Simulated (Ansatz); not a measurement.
## Pt: geometry relaxation (part 1 of 2)

The run: geometry relaxation of Pt (slab, 16 atoms in the cell). Method and program: DFT PBE, scalar-relativistic, plane waves, PAW, no spin polarisation (Ansatz 0.2.0).

The structure derives from an entry of the Crystallography Open Database. The input holds or restrains some coordinates. Forces given for the steps count only the free coordinates. Figures and captions count atoms from 1; the log counts them from 0 in places.

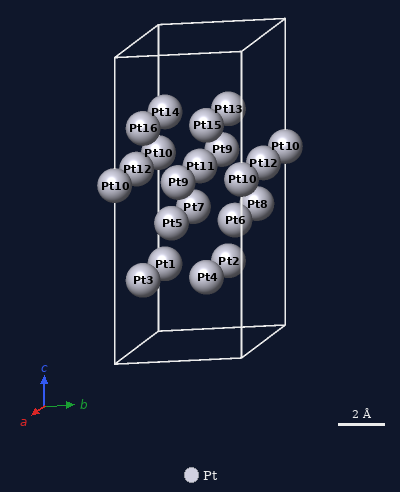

**Figure 1.** The starting structure (spheres-only view of the cell of the calculation, with the vacuum cut short, seen slightly off an axis; atoms are numbered from 1 in the order of the input). An atom can appear more than once, as a periodic image.

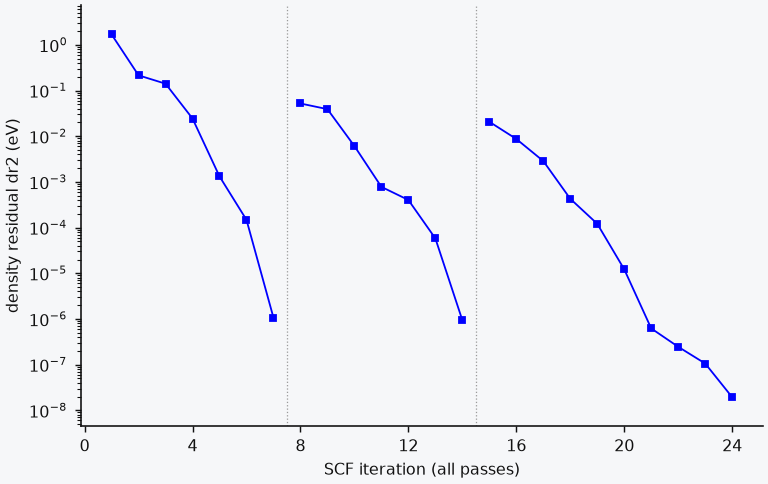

**Figure 2.** Convergence of the self-consistent field: density residual dr2 against the SCF iteration. The dotted lines part the SCF passes of the relaxation: geometry steps, rejected trials and re-solves on a re-selected basis. The passes take 7, 7 and 10 iterations.

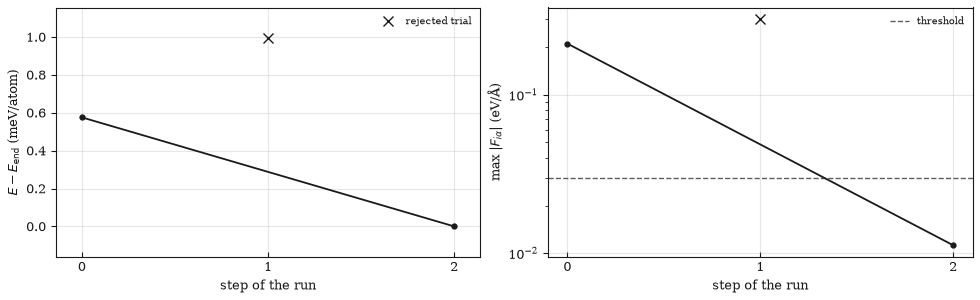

**Figure 3.** Progress of the restrained relaxation, step by step (the first geometry is step 0 here and step 1 in the log).

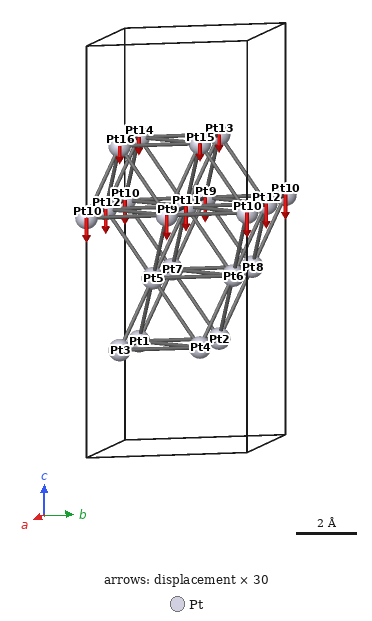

**Figure 4.** The starting structure with the displacements as red arrows, magnified 30 times (ball-and-stick view of the cell of the calculation, with the vacuum cut short, seen slightly off an axis). After 2 geometry steps the energy has fallen by 0.6 meV per atom. The largest force component goes from 0.21 to 0.011 eV/Å. The line search rejected the trial step at point 1 (counted from 0) and went back. The largest moves, 0.028 Å, are those of Pt9, Pt10, Pt11 and Pt12. The lattice vectors keep their values. Among the contacts that change: Pt5–Pt11 2.807 → 2.784 Å. (Atoms are counted from 1 in the order of the input.)

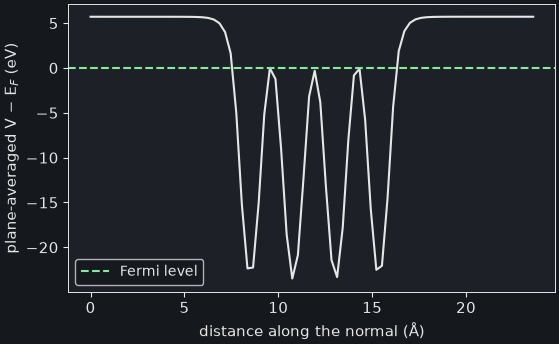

**Figure 5.** Plane average of the electrostatic potential energy of an electron across the cell, from the Fermi level. The vacuum level lies 5.72 eV above the Fermi level.

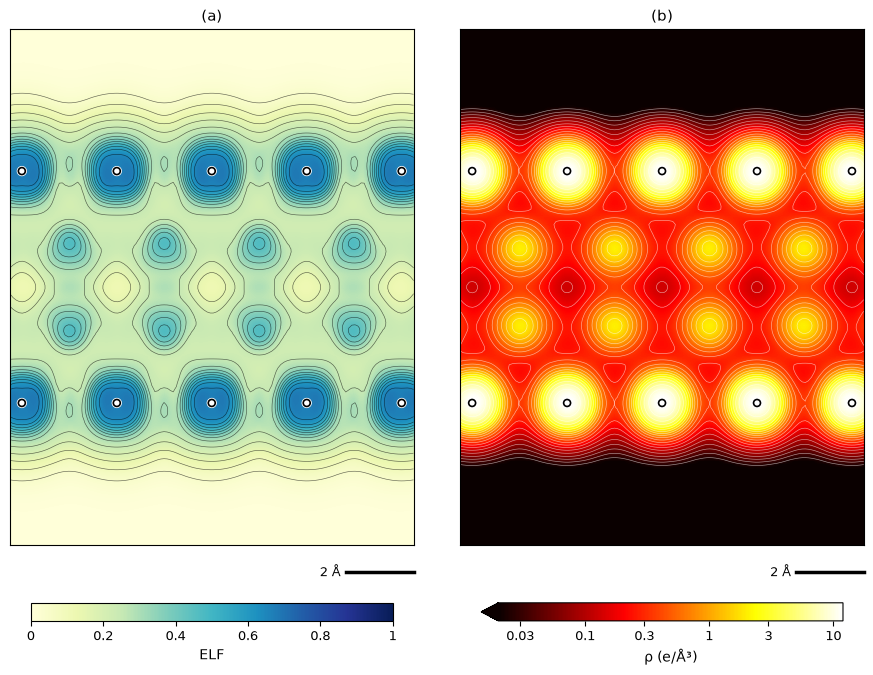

**Figure 6.** (a) electron localisation function; (b) valence electron density on the (010) plane of the calculation cell, a cut from vacuum to vacuum. Circles mark the nuclei in the plane (Pt). Atoms in the plane: Pt. Pt–Pt (2.81 Å): ρ is about 0.35 e/Å³ halfway; the ELF is about 0.30 at the midpoint (no shared electron pair). The density dies away to nearly zero in the vacuum. The strong features right at Pt lie inside the PAW spheres (semicore, d or f shells) and say nothing about bonding. In a PAW calculation such maps are meaningful between the atoms, not at the nuclei.

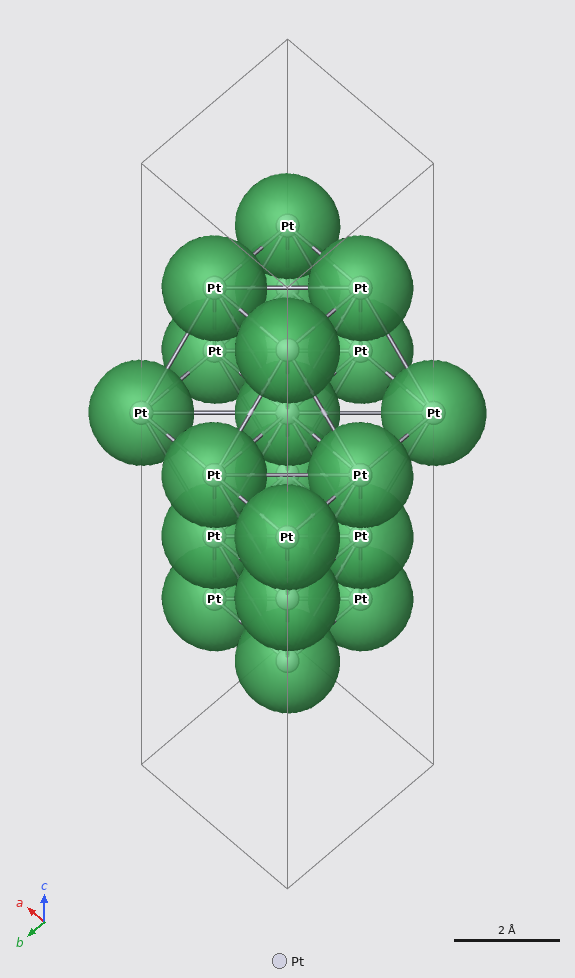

**Figure 7.** Isosurface of the valence electron density at 0.8 e/Å³ (green), seen at an oblique angle. Sticks mark near contacts. At this value the density breaks into separate islands; it holds about 75 % of the electrons treated as valence (semicore included). It is pinched off along the Pt–Pt (2.78 Å) contacts. On the grid the lowest density along these lines, outside the cores, is 0.37 e/Å³ (Pt–Pt, 2.78 Å).

The input that produced these results follows, with the program's output.

**Input**
```yaml
crystal:
  lattice:
    - [5.6145890053, 0.0, 0.0]
    - [-2.8072945027, 4.8623767104, 0.0]
    - [0.0, 0.0, 23.8764390892]
  atoms:
    - { symbol: Pt, position: [0.3333333333, 0.1666666667, 0.3559994842] }
    - { symbol: Pt, position: [0.3333333333, 0.6666666667, 0.3559994842] }
    - { symbol: Pt, position: [0.8333333333, 0.1666666667, 0.3559994842] }
    - { symbol: Pt, position: [0.8333333333, 0.6666666667, 0.3559994842] }
    - { symbol: Pt, position: [0.6666666667, 0.3333333333, 0.4519998281] }
    - { symbol: Pt, position: [0.6666666667, 0.8333333333, 0.4519998281] }
    - { symbol: Pt, position: [0.1666666667, 0.3333333333, 0.4519998281] }
    - { symbol: Pt, position: [0.1666666667, 0.8333333333, 0.4519998281] }
    - { symbol: Pt, position: [0.0, 0.5, 0.5480001719] }
    - { symbol: Pt, position: [0.0, 0.0, 0.5480001719] }
    - { symbol: Pt, position: [0.5, 0.5, 0.5480001719] }
    - { symbol: Pt, position: [0.5, 0.0, 0.5480001719] }
    - { symbol: Pt, position: [0.3333333333, 0.6666666667, 0.6440005158] }
    - { symbol: Pt, position: [0.3333333333, 0.1666666667, 0.6440005158] }
    - { symbol: Pt, position: [0.8333333333, 0.6666666667, 0.6440005158] }
    - { symbol: Pt, position: [0.8333333333, 0.1666666667, 0.6440005158] }
basis:
  ecutwfc: 420
kpoints:
  mp_grid: { grid: [6, 6, 1] }
hamiltonian:
  xc: pbe
scf:
  occupations: { method: gaussian, width: 0.1 }
output:
  forces: true
  eigenvalues: true
  write_density: true
  write_potential: true
  elf: true
  volumetric_format: npy
relax:
  adjacent_minimum: "off"
  f_tol: 0.03
  max_steps: 70
  constraints: [{ sites: [0, 1, 2, 3, 4, 5, 6, 7] }]
efield:
  axis: 3
  dipole_correction: true
```

Run as:
```bash
ansatz run input.yaml --threads 4 --pin off --max-ram 10240MiB --backend cpu --events-out ev --progress --plain --runs-dir out
```

**Output**
```
Engine: ansatz 0.2.0, x86_64-unknown-linux-gnu
Pseudopotentials: kind: paw
Pseudopotential: Pt, paw, valence charge 18, recommended cutoff 420 eV (normal), Pt.paw.azcp
Functional definition: PBE
  parameter kappa = 0.804
  parameter beta = 0.06672455060314922
  exchange = pbe_x(kappa = kappa, mu = beta*pi^2/3)
  correlation = pbe_c(beta = beta)
Crystal: 16 atoms, lattice volume = 651.833 Å³
Basis set: ecut = 420 eV, 12763 PW (Γ), exchange–correlation on 80×80×320 points (8 copies of the dense FFT grid, shifted against one another)
Bands: 173, of which v1, the nominal top of the filled ones, is band 144 counted from 1 (143 counted from 0)
Symmetry: 24 space group operations
k-points: 7 of 36 (time reversal used)
Non-local potential: Pt, projectors of the file, l = 0: 3, l = 1: 2, l = 2: 2, l = 3: 1
PAW form: soft (Blöchl's): semilocal exchange-correlation on the pseudo side does not see the compensation charge
PAW one-centre angular grid: Pt, 590 points (default); XC on 64 Gauss nodes
Initial density: superposition of atomic densities (neutral atoms: chi_scale 0, normalization atom), corrected by the library's trained network
Initial wavefunctions: pseudopotential atomic-orbital guess
Functional: x = pbe(κ = 0.804, μ = 0.2195149727645171), c = pbe(β = 0.06672455060314922)
SCF iter   1: F=—  HF=-200363.411566 eV  |F-HF|=—  |Δ(HF+E_count)|=         —  Δρ=7.04e-3  dr2=1.69e0  ethr=1.77e-3  p=-0.000 e·Å  D=-1.67e-13 V/Å  ΔV_dip=0.00 eV  dr2_dipole=1.18e-6  V_vac-E_F(+/−)=5.26/5.26 eV  ⟨swp⟩=7.3  Hψ=5012  notcnv=0  defer=41
efield: sawtooth ramp at fractional position 0.9500 (placed from the atoms, in the widest stretch of the axis that holds none; the zero of the levels goes with the place), width 0.1000; the density the first Hamiltonian is built on has a dipole p = -0.000 e·Å; the dipole correction subtracts the counter field D = -1.67e-13 V/Å, which shifts the + side's vacuum level by +0.00 eV against the − side's; the planar-averaged density in the ramp window peaks in size at 1.1e-5 e/Å³
preconditioner: auto → LDOS  [metal: Δε(μ)=0.014 eV  Ē_g=7.051 eV  σ=0.100 eV  W_gap=0.08  n_scr=150 (ndim 8)  ℏωp=18.4 eV  f_vac=0.564  D(μ)=23.97/eV (n_scr^D=174)  β→1.0]
SCF iter   2: F=—  HF=-200363.402871 eV  |F-HF|=—  |Δ(HF+E_count)|=   8.70e-3  Δρ=4.24e-3  dr2=2.15e-1  ethr=5.87e-4  p=0.000 e·Å  D=3.22e-6 V/Å  ΔV_dip=-0.00 eV  dr2_dipole=8.87e-7  V_vac-E_F(+/−)=5.92/5.92 eV  ⟨swp⟩=2.0  Hψ=1505  notcnv=0  defer=113
SCF iter   3: F=—  HF=-200363.372507 eV  |F-HF|=—  |Δ(HF+E_count)|=   3.04e-2  Δρ=1.58e-3  dr2=1.41e-1  ethr=7.46e-5  p=-0.000 e·Å  D=-2.00e-6 V/Å  ΔV_dip=0.00 eV  dr2_dipole=1.46e-6  V_vac-E_F(+/−)=5.66/5.66 eV  ⟨swp⟩=2.6  Hψ=1769  notcnv=0  defer=113
SCF iter   4: F=—  HF=-200363.366257 eV  |F-HF|=—  |Δ(HF+E_count)|=   6.25e-3  Δρ=7.33e-4  dr2=2.44e-2  ethr=4.91e-5  p=-0.000 e·Å  D=-8.09e-6 V/Å  ΔV_dip=0.00 eV  dr2_dipole=1.58e-9  V_vac-E_F(+/−)=5.71/5.71 eV  ⟨swp⟩=2.0  Hψ=1529  notcnv=0  defer=104
SCF iter   5: F=—  HF=-200363.364969 eV  |F-HF|=—  |Δ(HF+E_count)|=   1.29e-3  Δρ=3.72e-4  dr2=1.32e-3  ethr=8.48e-6  p=0.000 e·Å  D=1.75e-5 V/Å  ΔV_dip=-0.00 eV  dr2_dipole=2.15e-8  V_vac-E_F(+/−)=5.73/5.73 eV  ⟨swp⟩=2.0  Hψ=1605  notcnv=0  defer=104
SCF iter   6: F=—  HF=-200363.365262 eV  |F-HF|=—  |Δ(HF+E_count)|=   2.93e-4  Δρ=9.46e-5  dr2=1.48e-4  ethr=4.58e-7  p=-0.000 e·Å  D=-7.75e-6 V/Å  ΔV_dip=0.00 eV  dr2_dipole=1.41e-9  V_vac-E_F(+/−)=5.72/5.72 eV  ⟨swp⟩=2.7  Hψ=1759  notcnv=0  defer=91
SCF iter   7: F=-200363.365294 eV  HF=-200363.365290 eV  |F-HF|=3.90e-6  |Δ(HF+E_count)|=   2.80e-5  Δρ=1.93e-5  dr2=1.07e-6  ethr=7.81e-9  p=0.000 e·Å  D=4.10e-6 V/Å  ΔV_dip=-0.00 eV  dr2_dipole=1.48e-8  V_vac-E_F(+/−)=5.72/5.72 eV  ⟨swp⟩=21.4  Hψ=12929  notcnv=0
SCF 1 converged in 7 iterations: F = -200363.365294 eV  dr2 = 1.07e-6
  greatest PAW one-centre occupation: 1.000 electrons in one spin orbital (limit 2), on the Pt atom at site 7 (counted from 0), in its partial waves of l = 0
relax step   1: F+E_penalty+E_count = -200363.36529433 eV  Δ(F+E_penalty+E_count) = +0.000e0 eV  max|allowed force component| = 2.104e-1 eV/Å  Δτ_max = 0.0000 Å  (7 SCF iters, dr2 threshold 2.25e-5 eV, accepted)
Initial density: handed on by an earlier stage of this run
Initial wavefunctions: those handed on with the density
iter 1 solved again at ethr=1.76e-5 eV; its pass at ethr=3.10e-3 eV (dr2=5.07e-2 eV) is discarded
SCF iter   1: F=—  HF=-200363.367515 eV  |F-HF|=—  |Δ(HF+E_count)|=         —  Δρ=3.94e-3  dr2=5.20e-2  ethr=1.76e-5  p=0.000 e·Å  D=3.84e-6 V/Å  ΔV_dip=-0.00 eV  dr2_dipole=2.87e-3  V_vac-E_F(+/−)=5.70/5.70 eV  ⟨swp⟩=2.0  Hψ=4145  notcnv=0  defer=123
efield: sawtooth ramp at fractional position 0.9500 (handed on by an earlier solve), width 0.1000; the density the first Hamiltonian is built on has a dipole p = 0.000 e·Å; the dipole correction subtracts the counter field D = 3.84e-6 V/Å, which shifts the + side's vacuum level by -0.00 eV against the − side's; the planar-averaged density in the ramp window peaks in size at 2.8e-6 e/Å³
preconditioner: auto → LDOS  [metal: Δε(μ)=0.056 eV  Ē_g=7.139 eV  σ=0.100 eV  W_gap=0.29  n_scr=150 (ndim 8)  ℏωp=18.4 eV  f_vac=0.565  D(μ)=26.28/eV (n_scr^D=230)  β→1.0]
SCF iter   2: F=—  HF=-200363.366648 eV  |F-HF|=—  |Δ(HF+E_count)|=   8.67e-4  Δρ=1.68e-3  dr2=3.91e-2  ethr=1.76e-5  p=-0.013 e·Å  D=-3.65e-3 V/Å  ΔV_dip=0.09 eV  dr2_dipole=9.54e-3  V_vac-E_F(+/−)=5.79/5.70 eV  ⟨swp⟩=2.0  Hψ=1926  notcnv=0  defer=123
SCF iter   3: F=—  HF=-200363.358694 eV  |F-HF|=—  |Δ(HF+E_count)|=   7.95e-3  Δρ=4.41e-4  dr2=6.09e-3  ethr=1.36e-5  p=0.002 e·Å  D=6.88e-4 V/Å  ΔV_dip=-0.02 eV  dr2_dipole=5.82e-4  V_vac-E_F(+/−)=5.69/5.70 eV  ⟨swp⟩=2.1  Hψ=1794  notcnv=0  defer=123
SCF iter   4: F=—  HF=-200363.358257 eV  |F-HF|=—  |Δ(HF+E_count)|=   4.38e-4  Δρ=1.80e-4  dr2=7.79e-4  ethr=2.11e-6  p=-0.001 e·Å  D=-1.94e-4 V/Å  ΔV_dip=0.00 eV  dr2_dipole=5.86e-5  V_vac-E_F(+/−)=5.71/5.70 eV  ⟨swp⟩=2.3  Hψ=1561  notcnv=0  defer=123
SCF iter   5: F=—  HF=-200363.358582 eV  |F-HF|=—  |Δ(HF+E_count)|=   3.25e-4  Δρ=8.53e-5  dr2=4.02e-4  ethr=2.70e-7  p=-0.001 e·Å  D=-1.82e-4 V/Å  ΔV_dip=0.00 eV  dr2_dipole=1.51e-5  V_vac-E_F(+/−)=5.71/5.70 eV  ⟨swp⟩=2.1  Hψ=1728  notcnv=0  defer=124
SCF iter   6: F=—  HF=-200363.358563 eV  |F-HF|=—  |Δ(HF+E_count)|=   1.94e-5  Δρ=3.77e-5  dr2=5.80e-5  ethr=1.40e-7  p=-0.001 e·Å  D=-3.51e-4 V/Å  ΔV_dip=0.01 eV  dr2_dipole=1.47e-6  V_vac-E_F(+/−)=5.71/5.70 eV  ⟨swp⟩=1.9  Hψ=1379  notcnv=0  defer=124
SCF iter   7: F=-200363.358564 eV  HF=-200363.358564 eV  |F-HF|=3.21e-7  |Δ(HF+E_count)|=   1.35e-6  Δρ=1.63e-5  dr2=9.40e-7  ethr=9.61e-10  p=-0.001 e·Å  D=-3.74e-4 V/Å  ΔV_dip=0.01 eV  dr2_dipole=3.48e-8  V_vac-E_F(+/−)=5.71/5.70 eV  ⟨swp⟩=20.7  Hψ=11915  notcnv=0
SCF 2 converged in 7 iterations: F = -200363.358564 eV  dr2 = 9.40e-7
relax step   2: F+E_penalty+E_count = -200363.35856438 eV  Δ(F+E_penalty+E_count) = +6.730e-3 eV  max|allowed force component| = 3.015e-1 eV/Å  Δτ_max = 0.0584 Å  (7 SCF iters, dr2 threshold 2.77e-6 eV, rejected (line search))
SCF iter   1: F=—  HF=-200363.376739 eV  |F-HF|=—  |Δ(HF+E_count)|=         —  Δρ=1.97e-3  dr2=2.07e-2  ethr=4.40e-5  p=-0.001 e·Å  D=-3.74e-4 V/Å  ΔV_dip=0.01 eV  dr2_dipole=4.80e-3  V_vac-E_F(+/−)=5.72/5.71 eV  ⟨swp⟩=2.7  Hψ=2197  notcnv=0  defer=128
efield: sawtooth ramp at fractional position 0.9500 (handed on by an earlier solve), width 0.1000; the density the first Hamiltonian is built on has a dipole p = -0.001 e·Å; the dipole correction subtracts the counter field D = -3.74e-4 V/Å, which shifts the + side's vacuum level by +0.01 eV against the − side's; the planar-averaged density in the ramp window peaks in size at 2.2e-6 e/Å³
preconditioner: auto → LDOS  [metal: Δε(μ)=0.012 eV  Ē_g=7.137 eV  σ=0.100 eV  W_gap=0.07  n_scr=150 (ndim 8)  ℏωp=18.4 eV  f_vac=0.565  D(μ)=26.15/eV (n_scr^D=218)  β→1.0]
SCF iter   2: F=—  HF=-200363.376018 eV  |F-HF|=—  |Δ(HF+E_count)|=   7.22e-4  Δρ=8.16e-4  dr2=8.70e-3  ethr=7.18e-6  p=0.005 e·Å  D=1.51e-3 V/Å  ΔV_dip=-0.04 eV  dr2_dipole=1.97e-3  V_vac-E_F(+/−)=5.68/5.72 eV  ⟨swp⟩=2.0  Hψ=2104  notcnv=0  defer=128
SCF iter   3: F=—  HF=-200363.374419 eV  |F-HF|=—  |Δ(HF+E_count)|=   1.60e-3  Δρ=2.79e-4  dr2=2.86e-3  ethr=3.02e-6  p=-0.003 e·Å  D=-8.42e-4 V/Å  ΔV_dip=0.02 eV  dr2_dipole=5.58e-4  V_vac-E_F(+/−)=5.73/5.71 eV  ⟨swp⟩=2.0  Hψ=1801  notcnv=0  defer=128
SCF iter   4: F=—  HF=-200363.374208 eV  |F-HF|=—  |Δ(HF+E_count)|=   2.10e-4  Δρ=1.10e-4  dr2=4.27e-4  ethr=9.92e-7  p=-0.001 e·Å  D=-3.04e-4 V/Å  ΔV_dip=0.01 eV  dr2_dipole=8.31e-5  V_vac-E_F(+/−)=5.72/5.71 eV  ⟨swp⟩=2.0  Hψ=1608  notcnv=0  defer=128
SCF iter   5: F=—  HF=-200363.374186 eV  |F-HF|=—  |Δ(HF+E_count)|=   2.26e-5  Δρ=4.62e-5  dr2=1.21e-4  ethr=1.48e-7  p=-0.001 e·Å  D=-2.13e-4 V/Å  ΔV_dip=0.01 eV  dr2_dipole=1.11e-5  V_vac-E_F(+/−)=5.72/5.71 eV  ⟨swp⟩=1.7  Hψ=1194  notcnv=0  defer=128
SCF iter   6: F=—  HF=-200363.374176 eV  |F-HF|=—  |Δ(HF+E_count)|=   9.74e-6  Δρ=2.10e-5  dr2=1.22e-5  ethr=4.20e-8  p=-0.000 e·Å  D=-1.19e-4 V/Å  ΔV_dip=0.00 eV  dr2_dipole=3.15e-9  V_vac-E_F(+/−)=5.71/5.71 eV  ⟨swp⟩=2.1  Hψ=1430  notcnv=0  defer=128
SCF iter   7: F=—  HF=-200363.374503 eV  |F-HF|=—  |Δ(HF+E_count)|=   3.27e-4  Δρ=8.23e-6  dr2=6.21e-7  ethr=4.25e-9  p=-0.000 e·Å  D=-1.32e-4 V/Å  ΔV_dip=0.00 eV  dr2_dipole=1.18e-11  V_vac-E_F(+/−)=5.72/5.71 eV  ⟨swp⟩=2.0  Hψ=1562  notcnv=0  defer=128
SCF iter   8: F=—  HF=-200363.374503 eV  |F-HF|=—  |Δ(HF+E_count)|=   7.06e-8  Δρ=2.72e-6  dr2=2.46e-7  ethr=2.16e-10  p=-0.000 e·Å  D=-1.25e-4 V/Å  ΔV_dip=0.00 eV  dr2_dipole=6.33e-8  V_vac-E_F(+/−)=5.71/5.71 eV  ⟨swp⟩=2.9  Hψ=1954  notcnv=0  defer=128
SCF iter   9: F=—  HF=-200363.374503 eV  |F-HF|=—  |Δ(HF+E_count)|=   6.02e-8  Δρ=1.32e-6  dr2=1.06e-7  ethr=3.47e-11  p=-0.000 e·Å  D=-1.22e-4 V/Å  ΔV_dip=0.00 eV  dr2_dipole=3.62e-8  V_vac-E_F(+/−)=5.71/5.71 eV  ⟨swp⟩=18.6  Hψ=9845  notcnv=0
SCF iter  10: F=-200363.374503 eV  HF=-200363.374503 eV  |F-HF|=7.60e-9  |Δ(HF+E_count)|=   1.82e-8  Δρ=8.03e-7  dr2=1.94e-8  ethr=3.47e-11  p=-0.000 e·Å  D=-1.24e-4 V/Å  ΔV_dip=0.00 eV  dr2_dipole=4.19e-9  V_vac-E_F(+/−)=5.71/5.71 eV  ⟨swp⟩=11.7  Hψ=8244  notcnv=0
SCF 3 converged in 10 iterations: F = -200363.374503 eV  dr2 = 1.94e-8
```
